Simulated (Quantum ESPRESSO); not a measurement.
# A series of single points on N

System: N (P4₂/mnm, 4 atoms in the cell).
Method: Kohn-Sham DFT of a periodic cell, PBE, SSSP 1.3 efficiency PBE, no spin polarisation (Quantum ESPRESSO 7.5).

The 7 runs differ only in the geometry, by an even scaling of the cell at fixed fractional positions. The structure derives from a Materials Project entry.

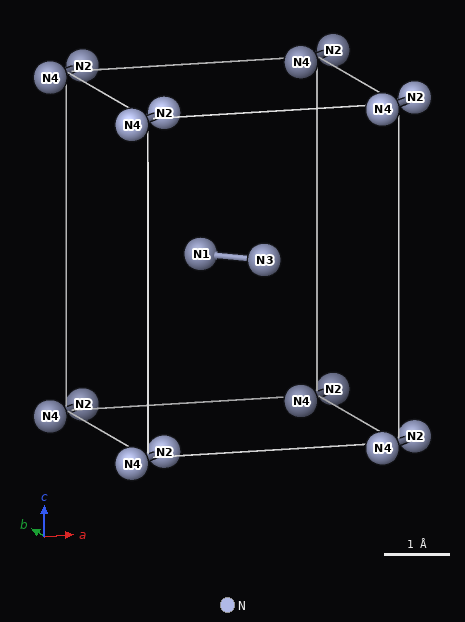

Figure 1. The structure of run 4 (ball-and-stick view of the cell of the calculation, seen slightly off an axis; atoms are numbered from 1 in the order of the input).

### Input of run 4
```
&CONTROL
  calculation = 'scf'
  prefix = 'pwscf'
  outdir = './tmp'
  pseudo_dir = './pseudo'
  tprnfor = .true.
  tstress = .true.
  disk_io = 'nowf'
/
&SYSTEM
  ibrav = 0
  nat = 4
  ntyp = 1
  ecutwfc = 60
  ecutrho = 480
  nbnd = 16
  occupations = 'smearing'
  smearing = 'fd'
  degauss = 0.00367493
/
&ELECTRONS
  conv_thr = 8d-10
  electron_maxstep = 120
  mixing_beta = 0.5
/
ATOMIC_SPECIES
N     14.0070 N.pbe-n-radius_5.UPF
CELL_PARAMETERS angstrom
   4.0840619700    0.0000000000    0.0000000000
   0.0000000000    4.0840619700    0.0000000000
   0.0000000000    0.0000000000    5.3459132500
ATOMIC_POSITIONS crystal
N      0.4042752000    0.5957248000    0.5000000000
N      0.0957248000    0.0957248000    0.0000000000
N      0.5957248000    0.4042752000    0.5000000000
N      0.9042752000    0.9042752000    0.0000000000
K_POINTS automatic
7 7 5 0 0 0
```

Command:
```bash
OMP_NUM_THREADS=1 pw.x -in pw.in > pw.out
```

Lattice vectors (Å) and fractional positions of run 4:
```
   4.084062    0.000000    0.000000
   0.000000    4.084062    0.000000
   0.000000    0.000000    5.345913
N   0.404275  0.595725  0.500000
N   0.095725  0.095725  0.000000
N   0.595725  0.404275  0.500000
N   0.904275  0.904275  0.000000
```

Run 6 differs from it as follows:
```diff
-   4.0840619700    0.0000000000    0.0000000000
-   0.0000000000    4.0840619700    0.0000000000
-   0.0000000000    0.0000000000    5.3459132500
+   4.1378057907    0.0000000000    0.0000000000
+   0.0000000000    4.1378057907    0.0000000000
+   0.0000000000    0.0000000000    5.4162622812
```

### Results, with one run withheld

```csv
run,volume per atom (Å³),"free energy per atom, from the lowest run given (meV)",pressure (GPa),gap on the mesh (eV)
1,20.954,23.51,5.32,7.04
2,21.400,10.77,3.42,7.00
3,21.846,3.10,1.70,6.96
4,22.292,0.00,0.13,6.91
5,22.738,1.07,−1.28,6.87
6,23.184,?,?,?
7,23.629,14.13,−3.73,6.78
```

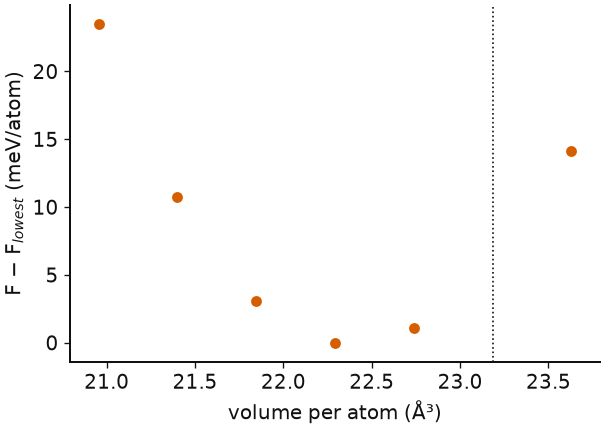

Figure 2. Free energy per atom of the runs given; the dotted line marks run 6.

Fit the runs given and predict run 6.

A cubic polynomial in V^(−2/3) (the Birch–Murnaghan form), fitted to the 6 runs given, misses them by under 0.01 meV per atom. With x = V^(−2/3) − 0.12693 Å⁻², it reads F = 0.72082 + 1548.4 x + 7.2608e+05 x² − 2.4314e+05 x³ (meV per atom). At run 6 it gives 5.90 meV per atom, and the run itself gives 5.88. The slope of the fit gives a pressure −dF/dV of −2.37 GPa there, and the run prints −2.57 GPa. The two needn't agree exactly: the fit is approximate, and the printed stress is taken on a finite basis. The fit has its minimum at 22.395 Å³ per atom, where V d²F/dV² gives 73.2 GPa. Cell shape and fractional positions are held, so this is the stiffness under even scaling; the relaxed bulk modulus wasn't computed and can be far lower in a crystal of layers, chains or molecules like this one. The gap on the mesh goes, without turning, from 7.04 eV in run 1 to 6.78 eV in run 7; run 6 has 6.82 eV. These are gaps of this functional on this mesh, which can miss the band edges; they aren't the measured gap.

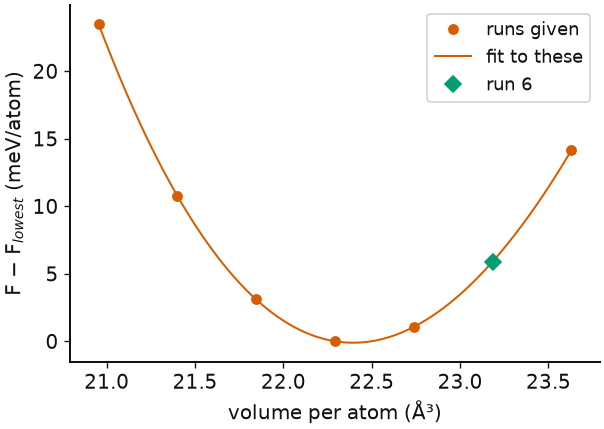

Figure 3. The fit and the withheld run.

### Some lines of the output (run 6)
```
[...]
     number of k points=    30  Fermi-Dirac smearing, width (Ry)=  0.0037
     total energy              =     -80.75805889 Ry
     total energy              =     -80.76260403 Ry
     total energy              =     -80.76810607 Ry
     total energy              =     -80.76842830 Ry
     total energy              =     -80.76844510 Ry
     total energy              =     -80.76844750 Ry
     total energy              =     -80.76844823 Ry
     total energy              =     -80.76844824 Ry
     the Fermi energy is     0.0456 ev
!    total energy              =     -80.76844825 Ry
     The total energy is F=E-TS. E is the sum of the following terms:
     Computing stress (Cartesian axis) and pressure
          total   stress  (Ry/bohr**3)                   (kbar)     P=      -25.67
```
